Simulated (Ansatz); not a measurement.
**What a change does: single-point calculation on FeCo3**

System: FeCo3 (P4/mmm, 4 atoms in the cell).
Method of run A: DFT r2SCAN, scalar-relativistic, plane waves, PAW, spin-polarised (Ansatz 0.2.0).

The structure derives from a Materials Project entry. Text and figures count atoms from 1; the logs count them from 0 in places.

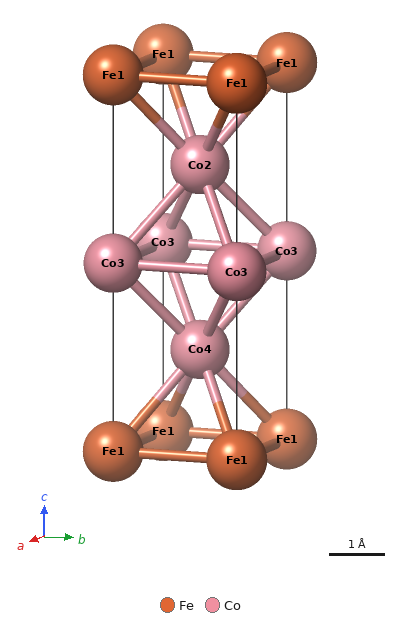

Figure 1. The input geometry (ball-and-stick view of the cell of the calculation, seen slightly off an axis; atoms are numbered from 1 in the order of the input). An atom can appear more than once, as a periodic image.

### The input, run A
```yaml
crystal:
  lattice:
    - [2.46601, 0.0, 0.0]
    - [0.0, 2.46601, 0.0]
    - [0.0, 0.0, 7.063459]
  atoms:
    - { symbol: Fe, position: [0.0, 0.0, 0.0], spin: 4.0 }
    - { symbol: Co, position: [0.5, 0.5, 0.745404], spin: 3.0 }
    - { symbol: Co, position: [0.0, 0.0, 0.5], spin: 3.0 }
    - { symbol: Co, position: [0.5, 0.5, 0.254596], spin: 3.0 }
basis:
  ecutwfc: 500
kpoints:
  mp_grid: { grid: [16, 16, 6] }
hamiltonian:
  xc: r2scan
scf:
  occupations: { method: gaussian, width: 0.1 }
  lower_state_search: "off"
output:
  forces: true
  stress: true
  eigenvalues: true
  populations: true
magnetization:
  spin_polarized: true
```

Command:
```bash
ansatz run input.yaml --threads 1 --pin off --max-ram 2560MiB --backend cpu --events-out ev --progress --plain --runs-dir out
```

Hardware: 1 thread of Intel Xeon @ 2.50GHz (Skylake/Cascade Lake), 189 GiB of memory available, shared host.

### Output, shortened to warnings, some set-up lines, iterations and results (run A)
```
Basis set: ecut = 500 eV, 1125 PW (Γ), exchange–correlation on 72×72×216 points (64 copies of the dense FFT grid, shifted against one another)
Symmetry: 16 space group operations
k-points: 180 of 1536
Initial density: superposition of atomic densities (chi_scale 0.1, normalization cell)
[...]
SCF iter   1: F=-19879.414555 eV  HF=-19878.904358 eV  |F-HF|=5.10e-1  |Δ(HF+E_count)|=         —  Δρ=9.85e-2 (↑9.85e-2 ↓6.49e-2)  dr2=1.15e0  dr2_τ=8.08e-2  dr2_m=2.39e0  …
SCF iter   2: F=-19880.262534 eV  HF=-19879.915682 eV  |F-HF|=3.47e-1  |Δ(HF+E_count)|=    1.01e0  Δρ=2.07e-2 (↑1.32e-2 ↓2.07e-2)  dr2=1.93e-1  dr2_τ=7.07e-3  dr2_m=4.67e-2  …
SCF iter   3: F=-19880.347720 eV  HF=-19880.141528 eV  |F-HF|=2.06e-1  |Δ(HF+E_count)|=   2.26e-1  Δρ=1.63e-2 (↑8.79e-3 ↓1.63e-2)  dr2=1.14e-1  dr2_τ=1.42e-3  dr2_m=2.83e-2  …
SCF iter   4: F=-19880.427141 eV  HF=-19880.253003 eV  |F-HF|=1.74e-1  |Δ(HF+E_count)|=   1.11e-1  Δρ=8.16e-3 (↑7.57e-3 ↓8.16e-3)  dr2=3.22e-2  dr2_τ=4.43e-4  dr2_m=6.68e-3  …
SCF iter   5: F=-19880.456597 eV  HF=-19880.355887 eV  |F-HF|=1.01e-1  |Δ(HF+E_count)|=   1.03e-1  Δρ=6.36e-3 (↑5.36e-3 ↓6.36e-3)  dr2=1.69e-2  dr2_τ=2.49e-4  dr2_m=2.92e-3  …
[... 9 lines ...]
SCF iter  15: F=-19880.516798 eV  HF=-19880.516796 eV  |F-HF|=1.93e-6  |Δ(HF+E_count)|=   2.94e-6  Δρ=3.14e-5 (↑2.30e-5 ↓3.14e-5)  dr2=6.18e-7  dr2_τ=1.93e-8  dr2_m=3.97e-8  …
SCF iter  16: F=-19880.516798 eV  HF=-19880.516797 eV  |F-HF|=9.14e-7  |Δ(HF+E_count)|=   1.59e-6  Δρ=2.35e-5 (↑1.90e-5 ↓2.35e-5)  dr2=2.29e-7  dr2_τ=5.73e-9  dr2_m=2.50e-8  …
SCF iter  17: F=-19880.516799 eV  HF=-19880.516799 eV  |F-HF|=6.55e-8  |Δ(HF+E_count)|=   1.13e-6  Δρ=2.16e-5 (↑1.09e-5 ↓2.16e-5)  dr2=2.62e-7  dr2_τ=2.56e-9  dr2_m=1.99e-8  …
SCF iter  18: F=-19880.516799 eV  HF=-19880.516799 eV  |F-HF|=1.46e-8  |Δ(HF+E_count)|=   3.23e-7  Δρ=1.01e-5 (↑4.67e-6 ↓1.01e-5)  dr2=7.14e-8  dr2_τ=4.51e-10  dr2_m=4.31e-9  …
SCF 1 converged in 18 iterations: F = -19880.516799 eV  dr2 = 7.14e-8
this state was not tested for a lower state beside it, because the mixer in use, unlike msr1, does not test its closes by its own steps (another_mixer; see scf.mixing.algorithm and scf.lower_state_search)
SCF converged after 18 iterations
Magnetization: 8.1148 μB (37.5574 up, 29.4426 down)
Absolute magnetization: 9.1067 μB (∫|ρ↑−ρ↓|, with the PAW one-centre terms)
Spin contamination: 0.2547 ħ² per cell (⟨S²⟩ above its minimum at these occupations)
Per-site moments (μB) at R_I (Å): [(2.8150757584258828, 1.0172291249999998), (1.902768519083387, 1.014220151917746), (1.9317777915069905, 1.014220151917746), (1.9027685190833854, 1.014220151917746)]
Free energy (F): -19880.516799 eV
Harris-Foulkes:  -19880.516799 eV  (|F-HF|=1.46e-8)
Internal energy: -19880.502870 eV  (E = F + TS)
E sigma→0 (E₀):  -19880.509835 eV
Entropy (-TS):   -0.013928 eV (-3.482 meV/atom)
Fermi energy:    19.414726 eV
--- Per-component energies (eV) ---
  E_band       = -1007.793825
  E_kinetic    = 1714.327790
  E_local      = -10495.853456  (includes V_loc(G=0)·N_el)
  E_nonlocal   = 1592.453229
  E_hartree    = 4414.904322
  E_xc         = -587.200553
  E_vxc        = -859.509994  (∫ρ·V_xc dr)
  E_paw        = -5951.655922  (= ΣΔE_a)
  E_vpaw       = -1845.400603  (= ΣTr[D̂ρ^β])
  E_aug_tail   = 0.000370  (compensation charges beyond the density's cutoff)
  E_vtau       = 56.375969  (kinetic-family band-sum trace: ∫τ·v_τ [+ j·A + Jᵃ·Aᵃ] dr)
  E_ewald      = -10566.303556
  E_core_change = -1.175094  (= ΣΔE_core)
  E_smearing   = -0.013928  (= −TS)
  E_closure    = -0.000000  (closes the sum)
  Σ components = -19880.516799   (vs F -19880.516799, Δ=0.00e0)
--- Forces (eV/Å), atoms counted from 1 ---
  atom   1  Fe    -0.00000000     0.00000000     0.00000000
  atom   2  Co     0.00000000     0.00000000    -0.43645243
  atom   3  Co    -0.00000000     0.00000000     0.00000000
  atom   4  Co     0.00000000     0.00000000     0.43645243
  max |Σ_I F_I| component: 3.35e-30 eV/Å
--- Stress (GPa, compression-positive) ---
        6.193913       0.000000       0.000000
        0.000000       6.193913       0.000000
        0.000000       0.000000       7.503105
  P = ⅓ Tr σ = 6.6303 GPa (66.303 kbar)
--- Löwdin populations: 4 sites ---
  site symbol       q [e]    m [muB]
     0     Fe     15.7527     2.8548
     1     Co     16.7550     1.8810
     2     Co     16.7594     1.9005
     3     Co     16.7550     1.8810
  spilling = 0.014596 (of n_electrons = 67.000000)
```

For run B the input was changed thus:
```diff
-    - { symbol: Fe, position: [0.0, 0.0, 0.0], spin: 4.0 }
-    - { symbol: Co, position: [0.5, 0.5, 0.745404], spin: 3.0 }
-    - { symbol: Co, position: [0.0, 0.0, 0.5], spin: 3.0 }
-    - { symbol: Co, position: [0.5, 0.5, 0.254596], spin: 3.0 }
+    - { symbol: Fe, position: [0.0, 0.0, 0.0], spin: 5.0 }
+    - { symbol: Co, position: [0.5, 0.5, 0.745404], spin: 4.5 }
+    - { symbol: Co, position: [0.0, 0.0, 0.5], spin: 4.5 }
+    - { symbol: Co, position: [0.5, 0.5, 0.254596], spin: 4.5 }
```

What does this change do to the results?

The energy is the same within 0.01 meV per atom. The SCF takes 22 iterations against 18.

### Output, shortened to warnings, some set-up lines, iterations and results (run B)
```
Basis set: ecut = 500 eV, 1125 PW (Γ), exchange–correlation on 72×72×216 points (64 copies of the dense FFT grid, shifted against one another)
Symmetry: 16 space group operations
k-points: 180 of 1536
Initial density: superposition of atomic densities (chi_scale 0.1, normalization cell)
[...]
SCF iter   1: F=-19878.337532 eV  HF=-19872.884610 eV  |F-HF|=5.45e0  |Δ(HF+E_count)|=         —  Δρ=2.43e-1 (↑2.43e-1 ↓1.82e-1)  dr2=1.46e0  dr2_τ=1.45e0  dr2_m=1.76e1  …
SCF iter   2: F=-19879.555449 eV  HF=-19875.871035 eV  |F-HF|=3.68e0  |Δ(HF+E_count)|=    2.99e0  Δρ=1.73e-1 (↑1.73e-1 ↓1.64e-1)  dr2=3.28e-1  dr2_τ=4.10e-1  dr2_m=1.11e1  …
SCF iter   3: F=-19879.991927 eV  HF=-19877.860897 eV  |F-HF|=2.13e0  |Δ(HF+E_count)|=    1.99e0  Δρ=1.30e-1 (↑1.30e-1 ↓1.24e-1)  dr2=7.79e-2  dr2_τ=2.46e-1  dr2_m=6.31e0  …
SCF iter   4: F=-19880.202553 eV  HF=-19878.987939 eV  |F-HF|=1.21e0  |Δ(HF+E_count)|=    1.13e0  Δρ=9.97e-2 (↑9.71e-2 ↓9.97e-2)  dr2=4.06e-2  dr2_τ=1.43e-1  dr2_m=3.79e0  …
SCF iter   5: F=-19880.324514 eV  HF=-19879.628029 eV  |F-HF|=6.96e-1  |Δ(HF+E_count)|=   6.40e-1  Δρ=7.87e-2 (↑7.36e-2 ↓7.87e-2)  dr2=2.92e-2  dr2_τ=8.77e-2  dr2_m=2.27e0  …
[... 13 lines ...]
SCF iter  19: F=-19880.516798 eV  HF=-19880.516798 eV  |F-HF|=3.60e-7  |Δ(HF+E_count)|=   5.58e-6  Δρ=4.22e-5 (↑2.52e-5 ↓4.22e-5)  dr2=3.05e-7  dr2_τ=6.23e-9  dr2_m=3.08e-7  …
SCF iter  20: F=-19880.516798 eV  HF=-19880.516799 eV  |F-HF|=3.43e-7  |Δ(HF+E_count)|=   6.83e-7  Δρ=1.86e-5 (↑1.86e-5 ↓1.64e-5)  dr2=1.67e-7  dr2_τ=2.36e-9  dr2_m=5.82e-8  …
SCF iter  21: F=-19880.516799 eV  HF=-19880.516799 eV  |F-HF|=1.14e-7  |Δ(HF+E_count)|=   1.60e-7  Δρ=1.60e-5 (↑1.60e-5 ↓1.41e-5)  dr2=1.09e-7  dr2_τ=7.13e-10  dr2_m=5.89e-8  …
SCF iter  22: F=-19880.516799 eV  HF=-19880.516799 eV  |F-HF|=6.94e-8  |Δ(HF+E_count)|=   2.05e-7  Δρ=2.68e-6 (↑2.27e-6 ↓2.68e-6)  dr2=3.51e-9  dr2_τ=1.60e-10  dr2_m=4.50e-10 …
SCF 1 converged in 22 iterations: F = -19880.516799 eV  dr2 = 3.51e-9
this state was not tested for a lower state beside it, because the mixer in use, unlike msr1, does not test its closes by its own steps (another_mixer; see scf.mixing.algorithm and scf.lower_state_search)
SCF converged after 22 iterations
Magnetization: 8.1149 μB (37.5574 up, 29.4426 down)
Absolute magnetization: 9.1068 μB (∫|ρ↑−ρ↓|, with the PAW one-centre terms)
Spin contamination: 0.2547 ħ² per cell (⟨S²⟩ above its minimum at these occupations)
Per-site moments (μB) at R_I (Å): [(2.8150742629591403, 1.0172291249999998), (1.9027929628935432, 1.014220151917746), (1.931777758495316, 1.014220151917746), (1.9027929628935432, 1.014220151917746)]
Free energy (F): -19880.516799 eV
Harris-Foulkes:  -19880.516799 eV  (|F-HF|=6.94e-8)
Internal energy: -19880.502871 eV  (E = F + TS)
E sigma→0 (E₀):  -19880.509835 eV
Entropy (-TS):   -0.013928 eV (-3.482 meV/atom)
Fermi energy:    19.414776 eV
--- Per-component energies (eV) ---
  E_band       = -1007.794048
  E_kinetic    = 1714.327619
  E_local      = -10495.852918  (includes V_loc(G=0)·N_el)
  E_nonlocal   = 1592.450688
  E_hartree    = 4414.904238
  E_xc         = -587.200713
  E_vxc        = -859.510228  (∫ρ·V_xc dr)
  E_paw        = -5951.653504  (= ΣΔE_a)
  E_vpaw       = -1845.396125  (= ΣTr[D̂ρ^β])
  E_aug_tail   = 0.000370  (compensation charges beyond the density's cutoff)
  E_vtau       = 56.375987  (kinetic-family band-sum trace: ∫τ·v_τ [+ j·A + Jᵃ·Aᵃ] dr)
  E_ewald      = -10566.303556
  E_core_change = -1.175094  (= ΣΔE_core)
  E_smearing   = -0.013928  (= −TS)
  E_closure    = -0.000000  (closes the sum)
  Σ components = -19880.516799   (vs F -19880.516799, Δ=0.00e0)
--- Forces (eV/Å), atoms counted from 1 ---
  atom   1  Fe    -0.00000000    -0.00000000     0.00000000
  atom   2  Co     0.00000000     0.00000000    -0.43648674
  atom   3  Co    -0.00000000     0.00000000     0.00000000
  atom   4  Co     0.00000000     0.00000000     0.43648674
  max |Σ_I F_I| component: 5.55e-17 eV/Å
--- Stress (GPa, compression-positive) ---
        6.193814       0.000000       0.000000
        0.000000       6.193814       0.000000
        0.000000       0.000000       7.503381
  P = ⅓ Tr σ = 6.6303 GPa (66.303 kbar)
--- Löwdin populations: 4 sites ---
  site symbol       q [e]    m [muB]
     0     Fe     15.7527     2.8548
     1     Co     16.7550     1.8811
     2     Co     16.7594     1.9005
     3     Co     16.7550     1.8811
  spilling = 0.014596 (of n_electrons = 67.000000)
```

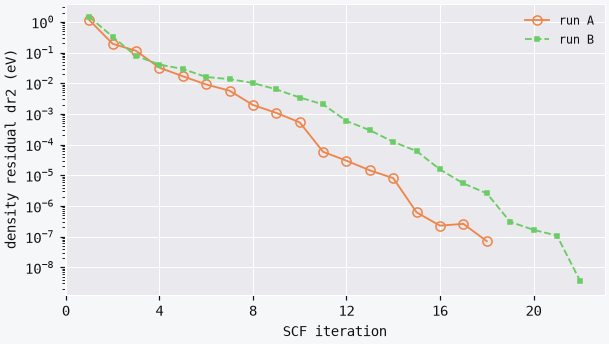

Figure 2. Convergence of the two runs: density residual dr2 against the SCF iteration. Run A takes 18 iterations in all, and run B takes 22.

### The two runs side by side

| quantity | run A | run B |
| --- | --- | --- |
| outcome | converged | converged |
| free energy per atom (eV) | −4970.1292 | −4970.1292 |
| energy per atom, smearing taken to zero (eV) | −4970.1275 | −4970.1275 |
| gap on the mesh (eV) | 0.00 | 0.00 |
| net moment of the cell (μB) | 8.11 | 8.11 |
| absolute moment of the cell (μB) | 9.11 | 9.11 |
| pressure (GPa) | 6.63 | 6.63 |
| largest force (eV/Å) | 0.436 | 0.436 |
| SCF iterations | 18 | 22 |
| irreducible k-points | 180 | 180 |
| plane waves at Γ | 1125 | 1125 |
| wall time (shared host) | 4.7 min | 6 min |

For both runs: The electronic state found may not be the lowest one. Warnings: the state was not tested for a lower one. The cell is under a pressure of 6.6 GPa at this level, so it is not at its equilibrium volume.
